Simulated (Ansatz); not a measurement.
# BP: what the fields show

The calculation's input:

```
crystal:
  lattice:
    - [1.6071133708, 0.9278673372, 9.314511589]
    - [-1.6071133708, 0.9278673372, 9.314511589]
    - [0.0, -1.8557346745, 9.314511589]
  atoms:
    - { symbol: B, position: [0.9213194734, 0.9213194734, 0.9213194734] }
    - { symbol: B, position: [0.0786805266, 0.0786805266, 0.0786805266] }
    - { symbol: P, position: [0.2546814921, 0.2546814921, 0.2546814921] }
    - { symbol: P, position: [0.7453185079, 0.7453185079, 0.7453185079] }
basis:
  ecutwfc: 420
kpoints:
  mp_grid: { grid: [12, 12, 12] }
hamiltonian:
  xc: pbe
scf:
  occupations: { method: gaussian, width: 0.02 }
output:
  forces: true
  stress: true
  eigenvalues: true
  write_density: true
  write_potential: true
  elf: true
  volumetric_format: npy
relax:
  adjacent_minimum: "off"
  f_tol: 0.01
  max_steps: 80
  cell: { stress_tol: 0.05 }
```

Launched as:

```sh
ansatz run input.yaml --threads 1 --pin off --max-ram 2048MiB --backend cpu --events-out ev --progress --plain --runs-dir out
```

Below, planes, directions and counts refer to the conventional cell (a = 3.21 Å, b = 3.21 Å, c = 27.94 Å, α = 90.00°, β = 90.00°, γ = 120.00°).

The fields are those of the relaxed geometry.

Space group R-3m; a structure generated by program, which may or may not match a known phase.

The calculation used DFT PBE, scalar-relativistic, plane waves, PAW in Ansatz 0.2.0.

Core electrons are frozen (PAW), and the valence fields are smoothed inside the atomic spheres.

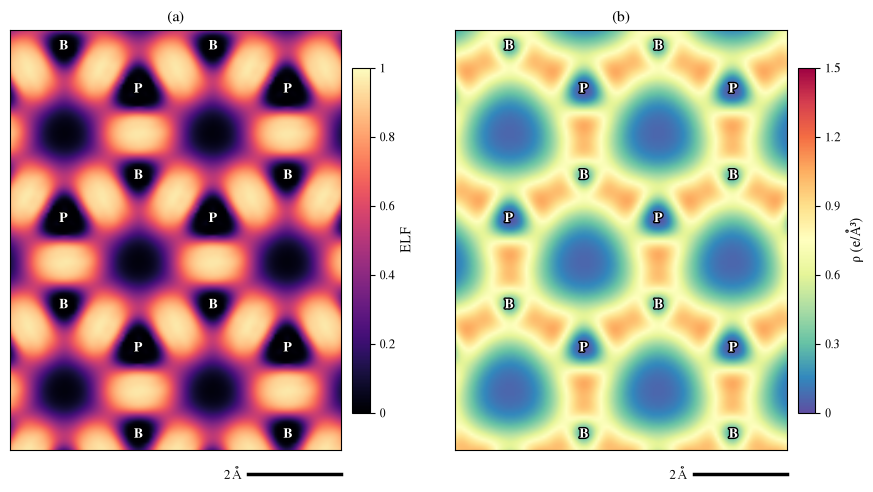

Figure 1. (a) ELF; (b) valence pseudo-density on the (001) plane of the conventional cell.

> What do the fields say about this system?

Atoms in the plane: B and P. B–P (1.86 Å): the density is about 1 e/Å³ at the midpoint; the ELF peaks at about 0.95 between the atoms; a covalent bond. Between the atoms the lowest density in this plane is 0.07 e/Å³.

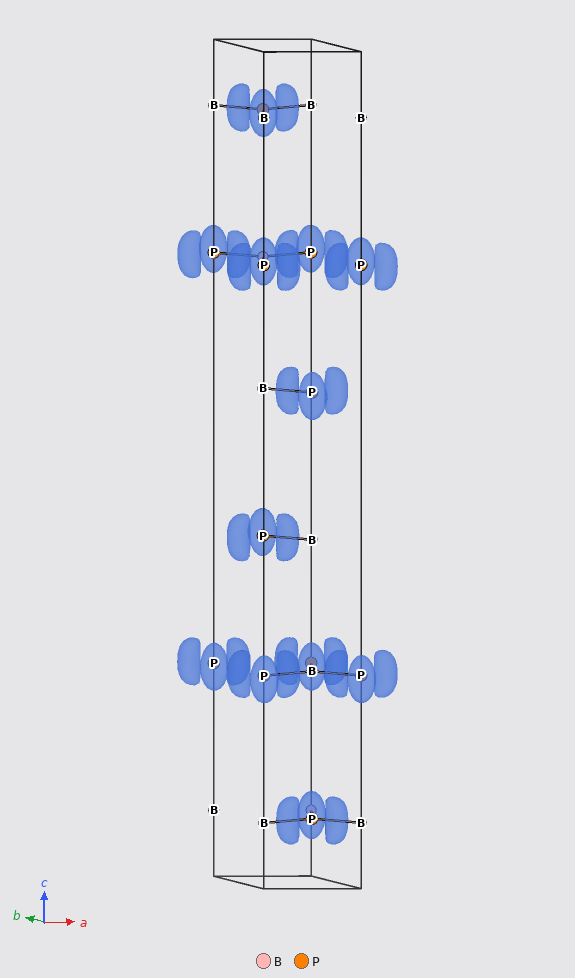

Figure 2. Isosurface of the ELF at 0.85 (blue), seen at an oblique angle. Only the valence region is drawn (cores and ρ < 0.01 e/Å³ removed). Sticks mark near contacts.

> Describe the localisation domains.

The ELF exceeds this value in 18 regions between bonded B–P atoms (shared pairs), counted in one cell of 12 atoms. Any copies at cell faces, edges or corners count once.

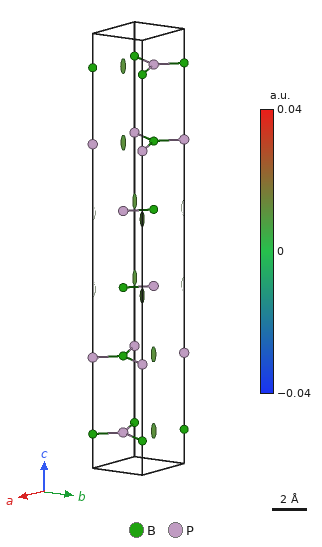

Figure 3. Non-covalent interaction (NCI) plot: the surface where the reduced density gradient is 0.4, for densities under 0.05 a.u., coloured by sign(λ₂)ρ; seen at an oblique angle.

> Which non-covalent interactions does the plot reveal?

Between B and P on one side and B and P on the other: a weak contact (green) (×6).

> Does the calculation make it a metal, or give it a gap?

It is gapped, with a Kohn–Sham gap of 0.75 eV on the k-point mesh (the band edges may lie off the mesh, which would make the gap smaller).
